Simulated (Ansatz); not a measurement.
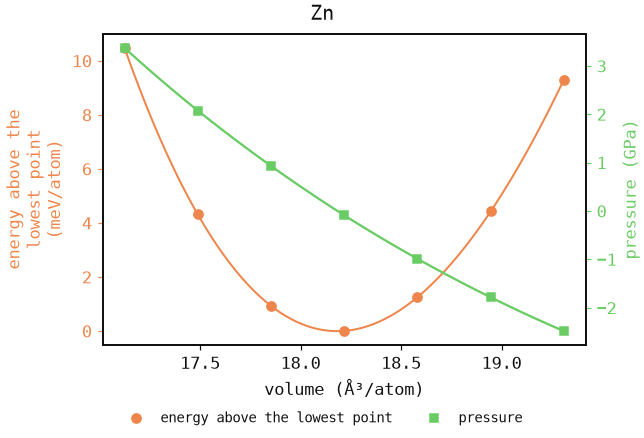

The picture above shows the energy above the lowest point and pressure against volume for Zn, space group Pm-3m (No. 221) (one of a set of cubic test structures, which need not be the stable phase).

Computed with Ansatz 0.2.0 development build: equation of state of a cubic crystal from periodic Kohn-Sham density functional theory without spin, third-order Birch-Murnaghan fit to the free energies; pressure corrected for the finite basis. Level: PBE.

- structure type: simple cubic
- atoms in cell: 1
- space group number: 221
- lattice centring: simple cubic
- k mesh: 21×21×21
- occupation method: Fermi–Dirac
- occupation width: 0.06123 eV
- wave cutoff: 700 eV
- datasets: hard PAW
- density tolerance: 1e−09 eV
- bands: 14
- density cutoff ratio: 4
- search for lower states: default

Q: How stiff is the solid, and where is its volume at rest?

A: A third-order Birch–Murnaghan fit gives V0 = 18.18 Å³/atom, B0 = 48.2 GPa and B′ = 5.1.

Q: How does the pressure vary with volume?

A: It falls from 3.371 GPa at volume 17.12 Å³/atom to −2.485 GPa at 19.31 Å³/atom, and changes sign near 18.18 Å³/atom.

Caveats: cubic model structure, not the ambient form; modest k-mesh, values are not fully converged in k.

The computed values:

| volume (Å³/atom) | energy above the lowest point (meV/atom) | pressure (GPa) |
| --- | --- | --- |
| 17.12 | 10.5 | 3.371 |
| 17.49 | 4.3 | 2.075 |
| 17.85 | 0.9 | 0.930 |
| 18.22 | 0.0 | −0.090 |
| 18.58 | 1.3 | −0.990 |
| 18.95 | 4.4 | −1.786 |
| 19.31 | 9.3 | −2.485 |
